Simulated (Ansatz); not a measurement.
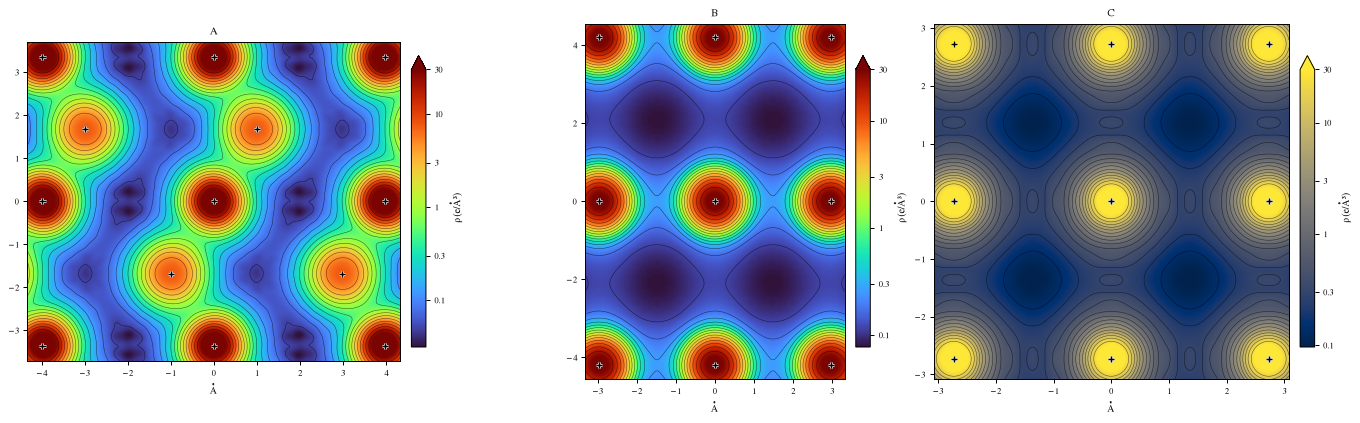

The valence electron density of 3 systems, each on a plane through atoms (crosses mark nuclei in the plane).

The calculation used Kohn-Sham DFT of a periodic cell, PBE, Ansatz PAW in Ansatz.

System 1: Ge, the (001) plane of the conventional cell. Space group Pm-3m; a generated structure, not necessarily the stable one.

```
CELL_PARAMETERS angstrom
2.72842 0.00000 0.00000
0.00000 2.72842 0.00000
0.00000 0.00000 2.72842
ATOMIC_POSITIONS crystal
Ge 0.00000 0.00000 0.00000
```

System 2: CuO, the (011) plane of the conventional cell. Space group Cccm; a structure from a database of computed crystals, not necessarily the ambient phase; the program warned that the cutoff is below the recommended one.

```
CELL_PARAMETERS angstrom
3.98194 0.00000 0.00000
0.00000 4.30710 0.00000
0.00000 0.00000 5.15593
ATOMIC_POSITIONS crystal
Cu 0.25000 0.75000 0.50000
Cu 0.75000 0.25000 0.50000
Cu 0.25000 0.25000 0.00000
Cu 0.75000 0.75000 0.00000
O 0.00000 0.50000 0.75000
O 0.50000 0.00000 0.75000
O 0.00000 0.50000 0.25000
O 0.50000 0.00000 0.25000
```

System 3: Hf, the (101) plane of the conventional cell. Space group Pm-3m; a generated structure, not necessarily the stable one; computed pressure about −4 GPa in this cell.

Which map belongs to which system?

Answer. Panel A is system 2, CuO: the plane holds Cu and O. Cu–O (1.95 Å): ρ is about 0.64 e/Å³ halfway. Panel B is system 3, Hf: the plane holds Hf. Hf–Hf (2.97 Å): ρ at the midpoint is about 0.26 e/Å³. Panel C is system 1, Ge: the plane holds Ge. Ge–Ge (2.73 Å): ρ is about 0.34 e/Å³ halfway, with its minimum of 0.29 e/Å³ about 1.5 Å from Ge.
